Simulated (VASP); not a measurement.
Geometry relaxation, with input and output: AlN (part 1 of 2)

System: AlN (2 atoms in the cell).
Method: Kohn-Sham DFT of a periodic cell, PBE, VASP PAW PBE potentials, recommended, no spin polarisation (VASP 6.6.1).

The structure derives from a Materials Project entry.

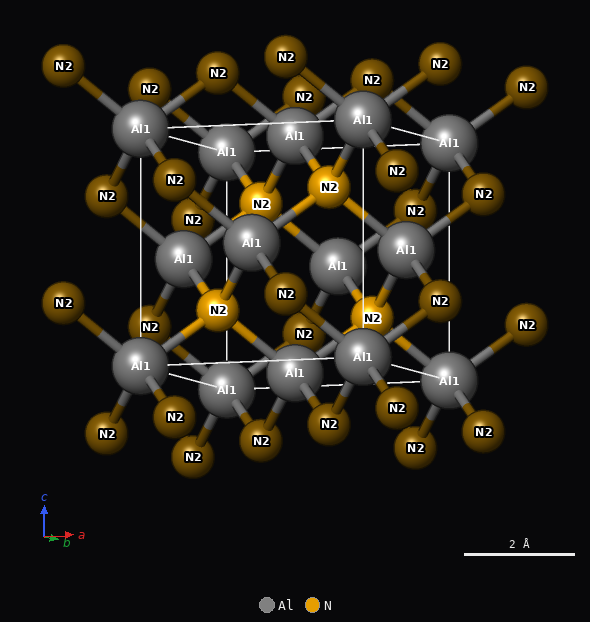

Figure 1. The structure as given in the input (ball-and-stick view of the cell 4 times as large as that of the calculation, set on its symmetry axes, seen at an oblique angle; neighbours outside the cell are drawn fainter; atoms are numbered from 1 in the order of the input). An atom can appear more than once, as a periodic image. Near neighbours in the periodic cell (some may lie outside the picture): Al has 4 N at 1.89 Å; N has 4 Al at 1.89 Å.

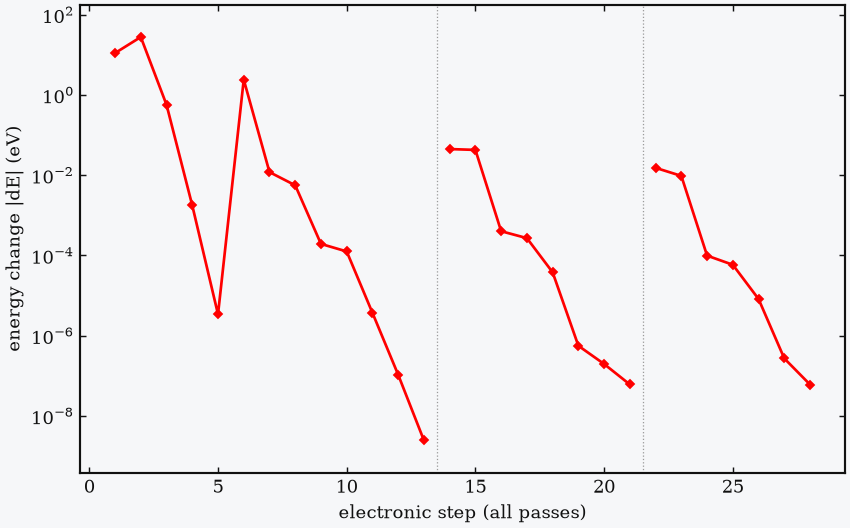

Figure 2. Convergence of the self-consistent field: energy change |dE| against the electronic step. Each stretch between dotted lines is the SCF of one geometry step of a relaxation. The 3 ionic steps take 7 to 13 electronic steps each. The density is held fixed in the first few steps, and dE rises again when its update begins.

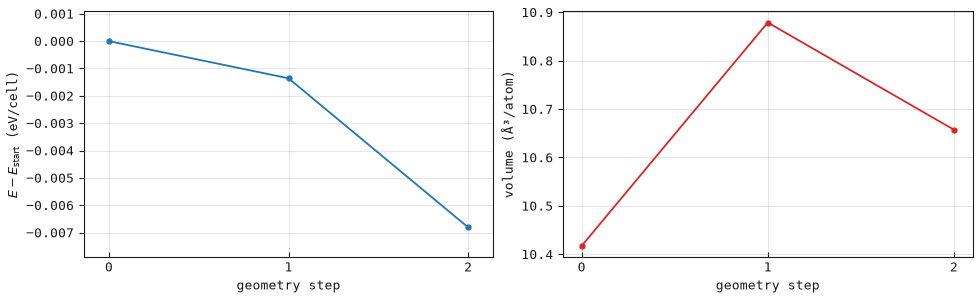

Figure 3. Progress of the relaxation, step by step (steps are counted from 0).

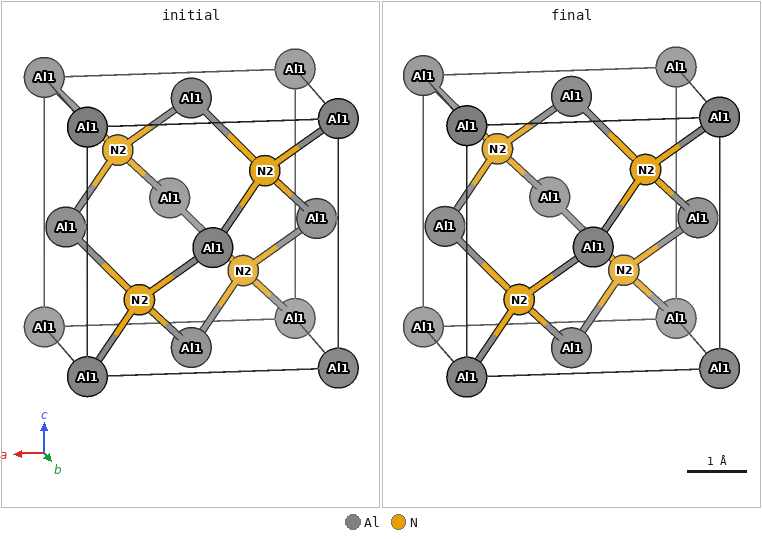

Figure 4. Before (left) and after (right) the relaxation, at one scale (ball-and-stick view of the cell 4 times as large as that of the calculation, set on its symmetry axes, seen at an oblique angle). The atoms keep their places relative to the cell (all moves are under 0.005 Å). The drawn cell changes as follows: a = b = c 4.368 → 4.401 Å (+0.8 %); the volume changes by +2.3 %. Distances before and after: Al1–N2 1.891 → 1.906 Å. The space group stays F-43m (No. 216). Over 2 geometry steps the energy falls by 6.8 meV per cell of the calculation. All forces vanish by symmetry, so only the cell relaxes. (Atoms are counted from 1 in the order of the input.)

The input and output of the run follow.

**INCAR**
```
PREC = Accurate
ENCUT = 520
EDIFF = 1E-7
ISMEAR = 0
SIGMA = 0.02
LREAL = False
LASPH = True
NELM = 60
ALGO = Normal
ISIF = 3
LWAVE = False
LCHARG = False
GGA = PE
IBRION = 2
NSW = 80
EDIFFG = -0.002
```

**KPOINTS**
```
Automatic mesh
0
Gamma
  4 4 4
```

**POSCAR**
```
AlN
1.0
    0.0000000000      2.1839935600      2.1839935600
    2.1839935600      0.0000000000      2.1839935600
    2.1839935600      2.1839935600      0.0000000000
Al N
1 1
Direct
    0.0000000000      0.0000000000      0.0000000000
    0.7500000000      0.7500000000      0.7500000000
```

Run as:
```bash
cat potpaw_PBE.64/Al/POTCAR potpaw_PBE.64/N/POTCAR > POTCAR
mpirun -np 1 vasp_std > vasp.out
```

**OSZICAR**
```
N       E                     dE             d eps       ncg     rms          rms(c)
DAV:   1     0.109919555973E+02    0.10992E+02   -0.41397E+03   136   0.832E+02
DAV:   2    -0.166450401654E+02   -0.27637E+02   -0.27449E+02   160   0.150E+02
DAV:   3    -0.172103028659E+02   -0.56526E+00   -0.56526E+00   152   0.275E+01
DAV:   4    -0.172120539655E+02   -0.17511E-02   -0.17511E-02   176   0.146E+00
DAV:   5    -0.172120573570E+02   -0.33914E-05   -0.33914E-05   160   0.421E-02    0.865E+00
DAV:   6    -0.148208814370E+02    0.23912E+01   -0.13469E+01   152   0.238E+01    0.297E+00
DAV:   7    -0.148090226508E+02    0.11859E-01   -0.10926E-01   128   0.337E+00    0.201E+00
DAV:   8    -0.148034581224E+02    0.55645E-02   -0.17726E-02   128   0.184E+00    0.382E-01
DAV:   9    -0.148032655984E+02    0.19252E-03   -0.57803E-04   160   0.197E-01    0.210E-01
DAV:  10    -0.148033903986E+02   -0.12480E-03   -0.29096E-04   136   0.148E-01    0.462E-02
DAV:  11    -0.148033867150E+02    0.36836E-05   -0.10825E-05   136   0.250E-02    0.165E-02
DAV:  12    -0.148033868203E+02   -0.10532E-06   -0.11839E-06   128   0.105E-02    0.650E-04
DAV:  13    -0.148033868228E+02   -0.24406E-08   -0.21645E-08    72   0.137E-03
   1 F= -.14803387E+02 E0= -.14803387E+02  d E =-.148034E+02
       N       E                     dE             d eps       ncg     rms          rms(c)
DAV:   1    -0.148479021334E+02   -0.44515E-01   -0.10918E+00   128   0.955E+00    0.142E+00
DAV:   2    -0.148054505578E+02    0.42452E-01   -0.25261E-01   128   0.338E+00    0.321E-01
DAV:   3    -0.148050514434E+02    0.39911E-03   -0.29968E-03   152   0.598E-01    0.115E-01
DAV:   4    -0.148047832433E+02    0.26820E-03   -0.14166E-04   128   0.108E-01    0.480E-02
DAV:   5    -0.148047455202E+02    0.37723E-04   -0.33233E-05   136   0.509E-02    0.252E-02
DAV:   6    -0.148047449638E+02    0.55640E-06   -0.69848E-07   152   0.755E-03    0.647E-03
DAV:   7    -0.148047447683E+02    0.19550E-06   -0.50185E-07   128   0.460E-03    0.163E-03
DAV:   8    -0.148047448286E+02   -0.60320E-07   -0.66140E-09    64   0.959E-04
   2 F= -.14804745E+02 E0= -.14804745E+02  d E =-.135801E-02
       N       E                     dE             d eps       ncg     rms          rms(c)
DAV:   1    -0.148198997763E+02   -0.15155E-01   -0.24901E-01   128   0.464E+00    0.677E-01
DAV:   2    -0.148103571841E+02    0.95426E-02   -0.54913E-02   128   0.158E+00    0.161E-01
DAV:   3    -0.148102588703E+02    0.98314E-04   -0.76605E-04   152   0.297E-01    0.561E-02
DAV:   4    -0.148102007360E+02    0.58134E-04   -0.30852E-05   128   0.510E-02    0.255E-02
DAV:   5    -0.148101925890E+02    0.81469E-05   -0.82479E-06   136   0.260E-02    0.122E-02
DAV:   6    -0.148101928581E+02   -0.26906E-06   -0.15160E-07   120   0.360E-03    0.392E-03
DAV:   7    -0.148101929182E+02   -0.60084E-07   -0.86366E-08    64   0.200E-03
   3 F= -.14810193E+02 E0= -.14810193E+02  d E =-.680610E-02
```

**Parts of OUTCAR**
```
PREC = Accurate
   ENCUT = 520
   EDIFF = 1E-7
   ISMEAR = 0
   LREAL = False
   LASPH = True
   NELM = 60
   ISIF = 3
   GGA = PE
   IBRION = 2
   NSW = 80
   EDIFFG = -0.002

 ion  position               nearest neighbor table
   1  0.000  0.000  0.000-   2 1.89   2 1.89   2 1.89   2 1.89
   2  0.750  0.750  0.750-   1 1.89   1 1.89   1 1.89   1 1.89

  LATTYP: Found a face centered cubic cell.
 ALAT       =     4.3679871200

  Lattice vectors:

 A1 = (   0.0000000000,   2.1839935600,   2.1839935600)
 A2 = (   2.1839935600,   0.0000000000,   2.1839935600)
 A3 = (   2.1839935600,   2.1839935600,   0.0000000000)

Analysis of symmetry for initial positions (statically):
=====================================================================
 Subroutine PRICEL returns:
 Original cell was already a primitive cell.

 Routine SETGRP: Setting up the symmetry group for a
 face centered cubic supercell.

 Subroutine GETGRP returns: Found 24 space group operations
 (whereof 24 operations were pure point group operations)
 out of a pool of 48 trial point group operations.

The static configuration has the point symmetry T_d .

Analysis of symmetry for dynamics (positions and initial velocities):
=====================================================================
 Subroutine PRICEL returns:
 Original cell was already a primitive cell.

 Routine SETGRP: Setting up the symmetry group for a
 face centered cubic supercell.

 Subroutine GETGRP returns: Found 24 space group operations
 (whereof 24 operations were pure point group operations)
 out of a pool of 48 trial point group operations.

The dynamic configuration has the point symmetry T_d .

 Subroutine INISYM returns: Found 24 space group operations
 (whereof 24 operations are pure point group operations),
 and found     1 'primitive' translations

----------------------------------------------------------------------------------------

                                     Primitive cell

  volume of cell :      20.8345

  direct lattice vectors                    reciprocal lattice vectors
     0.000000000  2.183993560  2.183993560    -0.228938404  0.228938404  0.228938404
     2.183993560  0.000000000  2.183993560     0.228938404 -0.228938404  0.228938404
     2.183993560  2.183993560  0.000000000     0.228938404  0.228938404 -0.228938404

  length of vectors
     3.088633313  3.088633313  3.088633313     0.396532948  0.396532948  0.396532948

  position of ions in fractional coordinates (direct lattice)
     0.000000000  0.000000000  0.000000000
     0.750000000  0.750000000  0.750000000

  ion indices of the primitive-cell ions
   primitive index   ion index
                 1           1
                 2           2

----------------------------------------------------------------------------------------

 KPOINTS: Automatic mesh

Automatic generation of k-mesh.
 Grid dimensions read from file:
 generate k-points for:    4    4    4

 Generating k-lattice:

  Cartesian coordinates                     Fractional coordinates (reciprocal lattice)
    -0.057234601  0.057234601  0.057234601     0.250000000  0.000000000  0.000000000
     0.057234601 -0.057234601  0.057234601     0.000000000  0.250000000  0.000000000
     0.057234601  0.057234601 -0.057234601     0.000000000  0.000000000  0.250000000

  Length of vectors
     0.099133237  0.099133237  0.099133237

  Shift w.r.t. Gamma in fractional coordinates (k-lattice)
     0.000000000  0.000000000  0.000000000

 Subroutine IBZKPT returns following result:
 ===========================================

 Found      8 irreducible k-points:

 Following reciprocal coordinates:
            Coordinates               Weight
  0.000000  0.000000  0.000000      1.000000
  0.250000  0.000000  0.000000      8.000000
  0.500000  0.000000  0.000000      4.000000
  0.250000  0.250000  0.000000      6.000000
  0.500000  0.250000  0.000000     24.000000
 -0.250000  0.250000  0.000000     12.000000
  0.500000  0.500000  0.000000      3.000000
 -0.250000  0.500000  0.250000      6.000000
```
